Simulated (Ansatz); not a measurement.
This input was run:

```
crystal:
  lattice:
    - [5.0409715241, 0.0, 0.0]
    - [-2.5204857621, 4.3656093996, 0.0]
    - [0.0, 0.0, 23.1160119731]
  atoms:
    - { symbol: Cu, position: [0.1666666667, 0.3333333333, 0.3677104861] }
    - { symbol: Cu, position: [0.1666666667, 0.8333333333, 0.3677104861] }
    - { symbol: Cu, position: [0.6666666667, 0.3333333333, 0.3677104861] }
    - { symbol: Cu, position: [0.6666666667, 0.8333333333, 0.3677104861] }
    - { symbol: Cu, position: [0.3333333333, 0.1666666667, 0.4575747222] }
    - { symbol: Cu, position: [0.3333333333, 0.6666666667, 0.4575747222] }
    - { symbol: Cu, position: [0.8333333333, 0.1666666667, 0.4575747222] }
    - { symbol: Cu, position: [0.8333333333, 0.6666666667, 0.4575747222] }
    - { symbol: Cu, position: [0.1666666667, 0.3333333333, 0.5474379165] }
    - { symbol: Cu, position: [0.1666666667, 0.8333333333, 0.5474379165] }
    - { symbol: Cu, position: [0.6666666667, 0.3333333333, 0.5474379165] }
    - { symbol: Cu, position: [0.6666666667, 0.8333333333, 0.5474379165] }
    - { symbol: Cl, position: [0.0, 0.0, 0.6270364218] }
basis:
  ecutwfc: 420
kpoints:
  mp_grid: { grid: [6, 6, 1] }
hamiltonian:
  xc: pbe
  dispersion: d3bj
scf:
  occupations: { method: gaussian, width: 0.1 }
output:
  forces: true
  eigenvalues: true
  write_density: true
  write_potential: true
  elf: true
  volumetric_format: npy
relax:
  adjacent_minimum: "off"
  f_tol: 0.03
  max_steps: 70
  constraints: [{ sites: [0, 1, 2, 3] }]
efield:
  axis: 3
  dipole_correction: true
  ramp_width: 0.04
```

Run as:
```bash
ansatz run input.yaml --threads 2 --pin off --max-ram 5120MiB --backend cpu --events-out ev --progress --plain --runs-dir out
```

What does the potential across the slab give for the work function?

The work function is 5.21 eV at the right face and 4.86 eV at the left. The vacuum levels differ by 0.34 eV, so the slab carries a dipole along its normal. Some atoms were held fixed in the relaxation, which can itself make the faces differ. The outermost atoms are 6.0 Å apart, which leaves 17.1 Å of vacuum in a cell 23.1 Å high.

The electron count is odd and the run has no spin polarisation, so a magnetic state may lie lower.

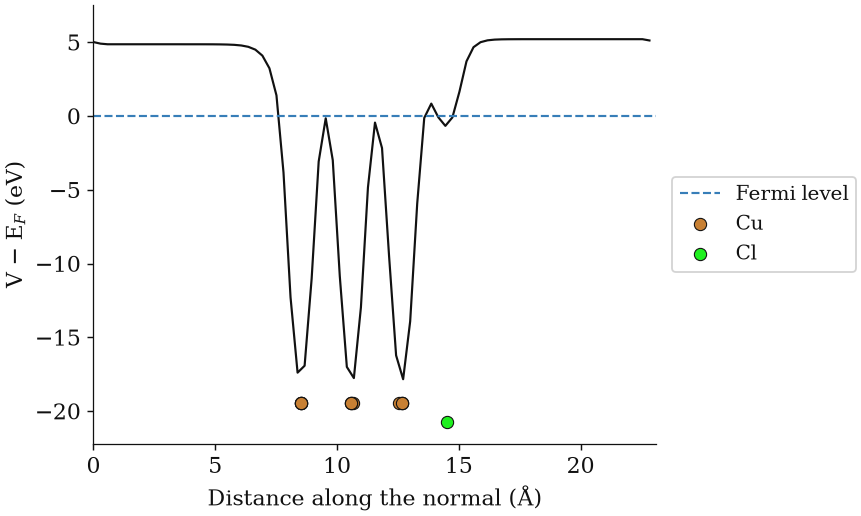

Plane-averaged electrostatic potential energy of an electron across the slab; circles at the bottom mark the heights of the atoms (positions after relaxation).
